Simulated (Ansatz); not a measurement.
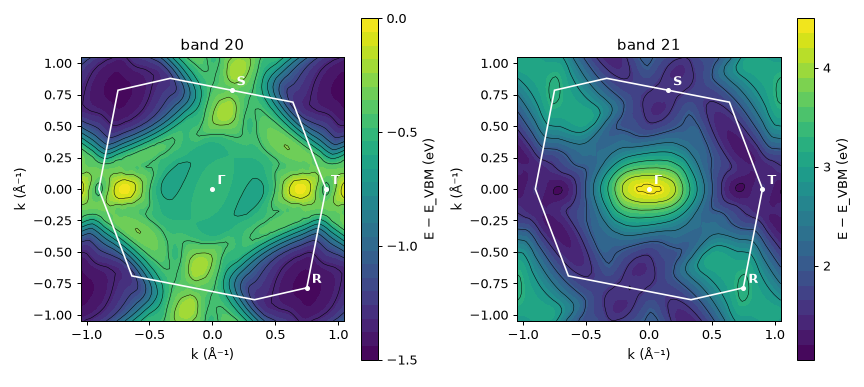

Two bands of PbS in space group Cmcm over the plane through Γ, T and S: the highest mostly filled and the lowest mostly empty one.

These are results of DFT LDA, scalar-relativistic, plane waves, PAW; levels and slopes on a dense k mesh at the converged density in Ansatz 0.2.0, not measurements. No spin polarisation. k mesh for the levels: 20×20×18. Unrelaxed database geometry (residual pressure −4 GPa). The cell comes from a database of computed structures, not from a measurement.

Give both levels and their distance at the named points.

```csv
point,lower band (eV),upper band (eV),distance (eV)
Γ,−0.51,4.53,5.04
T,−0.55,1.55,2.10
S,−0.41,1.62,2.03
R,−1.47,3.27,4.74
```

Where are the band edges of the whole zone?

The valence band has two equivalent maxima on the T–Y line, principal masses 0.13, 0.16 and 1.43 mₑ; the conduction band has two equivalent minima on the Y–C₀ line, principal masses 0.092, 1.28 and 2.68 mₑ. The gap is indirect, 0.98 eV at this level of theory, which underestimates gaps and can reorder valleys that lie close.

Spin-orbit coupling, left out here, can change the gap, its kind, the place of the band edges and the masses, since the compound holds Pb.
